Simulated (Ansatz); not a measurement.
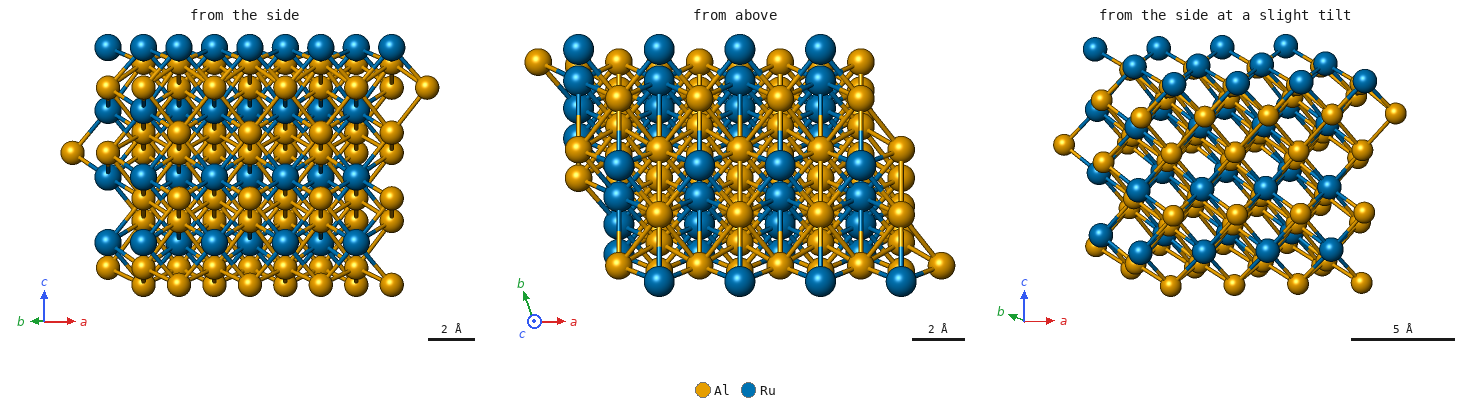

A ball-and-stick picture of a periodic slab, seen from the side, from above and from the side at a slight tilt. The surface normal points up in side views; the vacuum is left out. 4×2 cells are drawn in the plane, with atoms at the edges repeated.

The cell holds 8 Al, 4 Ru. The slab was cut from bulk Al2Ru (I4/mmm).

Q: Which elements lie outermost on each side?

A: The top face ends in Ru, the bottom face in Al. The faces differ, so the slab can carry a dipole.

Q: Read the thickness off the scale bar.

A: About 10 Å from the lowest to the highest atom.

Q: What layers make up the slab, from top to bottom?

A: Twelve planes: Ru / Al / Al / Ru / Al / Al / Ru / Al / Al / Ru / Al / Al.

Q: Name the surface by its Miller indices.

A: (1 0 1).

The numbers come from DFT PBEsol, scalar-relativistic, plane waves, PAW (Ansatz), using a kinetic-energy cutoff of 420 eV, a 12×8×1 k-point grid, Gaussian smearing of 0.1 eV, no spin polarisation.

Q: Work functions?

A: 4.16 eV at the top and 4.20 eV at the bottom.

Starting structure: a structure listed in the Materials Project, from which a slab was cut. The atoms were relaxed in a fixed cell with Ansatz, DFT PBEsol, scalar-relativistic, plane waves, PAW.
